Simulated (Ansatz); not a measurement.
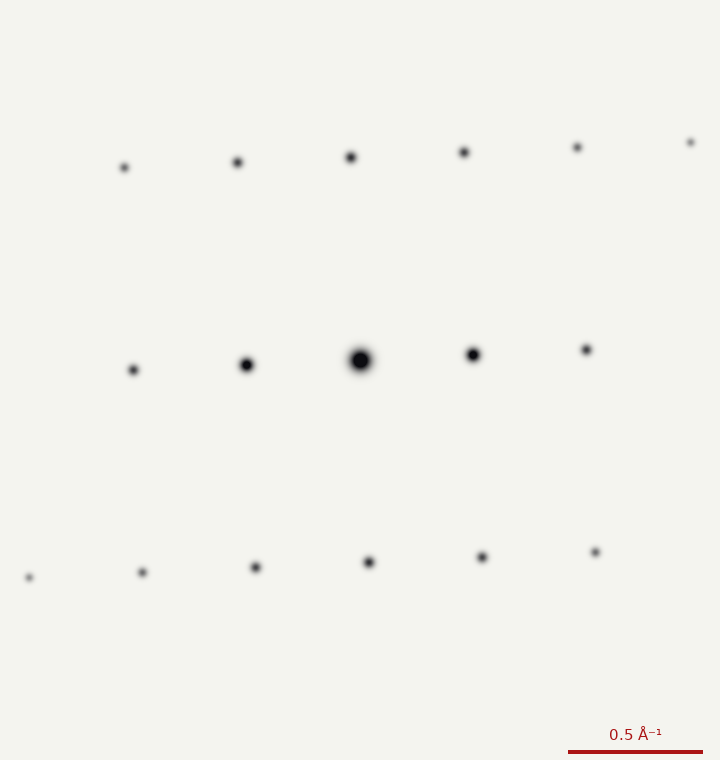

Simulated selected-area electron diffraction pattern (200 kV, kinematic approximation, thin crystal, B = 0.5 Å² for all atoms).

It belongs to V, space group P6_3/mmc (No. 194), a = 2.632 Å, c = 4.705 Å (hexagonal axes). Structure: the input geometry of an electronic-structure calculation (not necessarily at equilibrium); the starting structure was generated, so it need not be a known form of this composition.

Q: Determine the zone axis from the geometry of the pattern.

A: The spots form a rectangular net whose two shortest vectors correspond to d = 2.35 Å and 1.32 Å, 90.0° apart. They index as 0 0 2 and 1 -2 0, so the zone axis is [210] (or an equivalent direction of <210>). The zone [102] gives nearly the same net, so geometry alone does not settle it; this pattern was computed for [210].

Q: Which reflections of this zone are missing, and why?

A: A glide plane extinguishes reflections such as 1 -2 -1, 1 -2 1, 1 -2 -3; a screw axis and a glide plane both extinguish reflections such as 0 0 1, 0 0 3, 0 0 5.

Q: List the strongest reflections.

A: Strongest reflections with d > 0.80 Å, one of each family (|F|² from tabulated Gaussian fits of the electron scattering factors, times a small damping for the curvature of the Ewald sphere):

```
   hkl  d (Å)  I (strongest = 100)
 0 0 2  2.352                  100
1 -2 0  1.316                   26
 0 0 4  1.176                   19
1 -2 2  1.148                   18
1 -2 4  0.877                    7
```
